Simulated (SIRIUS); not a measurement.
# A series of single points on WSi2

System: WSi2 (I4/mmm, 3 atoms in the cell).
Method: Kohn-Sham DFT of a periodic cell, PBEsol, dojo-sr-pbesol-0.4.1-standard, no spin polarisation (SIRIUS 7.12.0).

The 7 runs differ only in the geometry, by an even scaling of the cell at fixed fractional positions. The structure derives from an entry of the Crystallography Open Database.

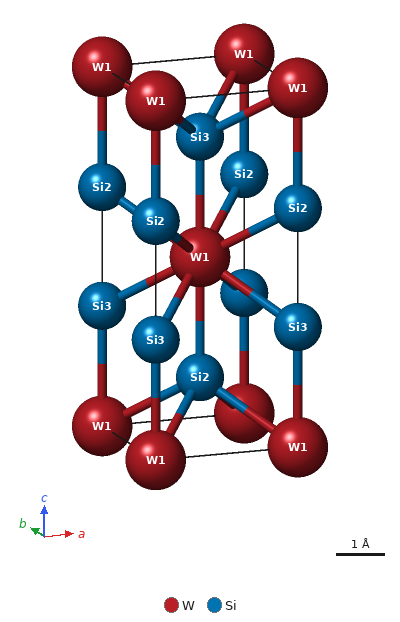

Figure 1. The structure of run 4 (ball-and-stick view of the cell 2 times as large as that of the calculation, set on its symmetry axes, seen slightly off an axis; atoms are numbered from 1 in the order of the input). An atom can appear more than once, as a periodic image.

## Input of run 4
```
{
  "control": {
    "processing_unit": "cpu",
    "verbosity": 2,
    "num_bands_to_print": 19,
    "print_forces": true,
    "print_stress": true
  },
  "parameters": {
    "electronic_structure_method": "pseudopotential",
    "xc_functionals": ["XC_GGA_X_PBE_SOL", "XC_GGA_C_PBE_SOL"],
    "gk_cutoff": 8.7,
    "pw_cutoff": 17.4,
    "ngridk": [12, 12, 12],
    "shiftk": [0, 0, 0],
    "smearing": "fermi_dirac",
    "smearing_width": 0.0018374661,
    "num_bands": 19,
    "num_mag_dims": 0,
    "num_dft_iter": 100,
    "energy_tol": 1e-08,
    "density_tol": 1e-06
  },
  "iterative_solver": {
    "type": "davidson",
    "min_tolerance": 1e-10
  },
  "mixer": {
    "type": "anderson",
    "beta": 0.7,
    "max_history": 8
  },
  "settings": {
    "tol_ne": 1e-10,
    "pseudo_grid_cutoff": 6.5
  },
  "unit_cell": {
    "lattice_vectors": [
      [-0.354982001596, 0.354982001596, 0.864855801325],
      [0.354982001596, -0.354982001596, 0.864855801325],
      [0.354982001596, 0.354982001596, -0.864855801325]
    ],
    "lattice_vectors_scale": 8.5542390769,
    "atom_coordinate_units": "lattice",
    "atom_types": ["W", "Si"],
    "atom_files": {
      "W": "W.json",
      "Si": "Si.json"
    },
    "atoms": {
      "W": [
        [0.0, 0.0, 0.0]
      ],
      "Si": [
        [0.6653, 0.6653, 0.0],
        [0.3347, 0.3347, 0.0]
      ]
    }
  }
}
```

Command:
```bash
upf_to_json W.upf
upf_to_json Si.upf
OMP_NUM_THREADS=4 sirius.scf --input=sirius.json --output=out.json --task=0
```

Lattice vectors (Å) and fractional positions of run 4:
```
  -1.606900    1.606900    3.914950
   1.606900   -1.606900    3.914950
   1.606900    1.606900   -3.914950
W   0.000000  0.000000  0.000000
Si  0.665300  0.665300 -0.000000
Si  0.334700  0.334700  0.000000
```

Run 2 has the same physical settings and fractional positions; its lattice vectors (Å) are:
```
  -1.585182    1.585182    3.862039
   1.585182   -1.585182    3.862039
   1.585182    1.585182   -3.862039
```

## Results, with one run withheld

```csv
run,volume per atom (Å³),"free energy per atom, from the lowest run given (meV)",pressure (GPa)
1,12.670,28.55,14.07
2,12.939,?,?
3,13.209,0.70,2.82
4,13.479,0.00,−1.96
5,13.748,6.93,−6.25
6,14.018,20.69,−10.10
7,14.287,40.60,−13.55
```

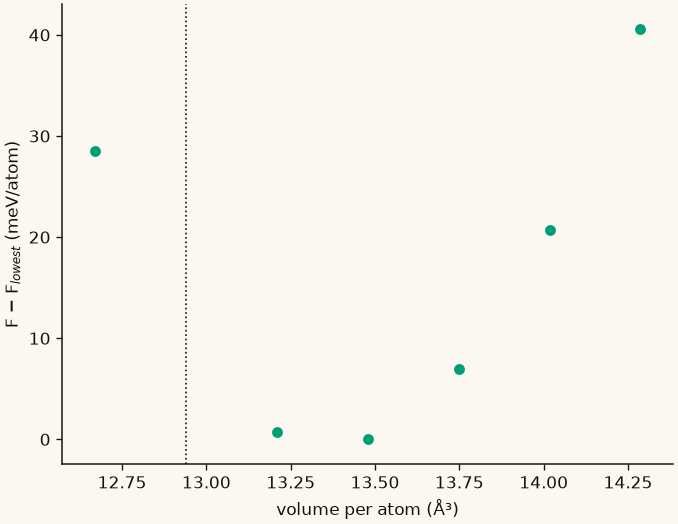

Figure 2. Free energy per atom of the runs given; the dotted line marks run 2.

Estimate the energy of run 2 from the others.

A cubic polynomial in V^(−2/3) (the Birch–Murnaghan form), fitted to the 6 runs given, misses them by at most 0.02 meV per atom. With x = V^(−2/3) − 0.17594 Å⁻², it reads F = 1.1302 − 2248.1 x + 6.959e+05 x² + 6.4792e+05 x³ (meV per atom). At run 2 it gives 9.92 meV per atom, and the run itself gives 9.89. The slope of the fit gives a pressure −dF/dV of 8.19 GPa there, and the run prints 8.14 GPa. The fit has its minimum at 13.366 Å³ per atom, where V d²F/dV² gives 235 GPa. Cell shape and fractional positions are held, so this is the stiffness under even scaling; the relaxed bulk modulus wasn't computed.

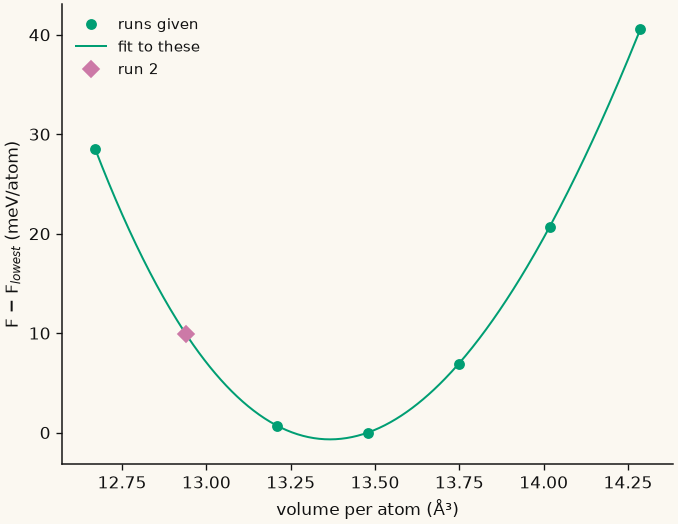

Figure 3. The fit and the withheld run.

## Some lines of the output (run 2)
```
[...]
[find] Efermi                         :       0.64032741
[find] Total energy                   :     -84.34254203 (Ha),    -168.68508406 (Ry)
[find] Free energy (E-TS)             :     -84.34260837 (Ha),    -168.68521674 (Ry)
[find] Efermi                         :       0.64032575
[find] Total energy                   :     -84.34254208 (Ha),    -168.68508416 (Ry)
[find] Free energy (E-TS)             :     -84.34260842 (Ha),    -168.68521685 (Ry)
[find] Efermi                         :       0.64032297
[find] Total energy                   :     -84.34254210 (Ha),    -168.68508420 (Ry)
[find] Free energy (E-TS)             :     -84.34260844 (Ha),    -168.68521688 (Ry)
[find] Efermi                         :       0.64032380
[find] Total energy                   :     -84.34254211 (Ha),    -168.68508422 (Ry)
[find] Free energy (E-TS)             :     -84.34260845 (Ha),    -168.68521690 (Ry)
[find] Efermi                         :       0.64032337
[find] Efermi                         :       0.64032272
```

Notes: Spin–orbit coupling is left out, which matters for W.
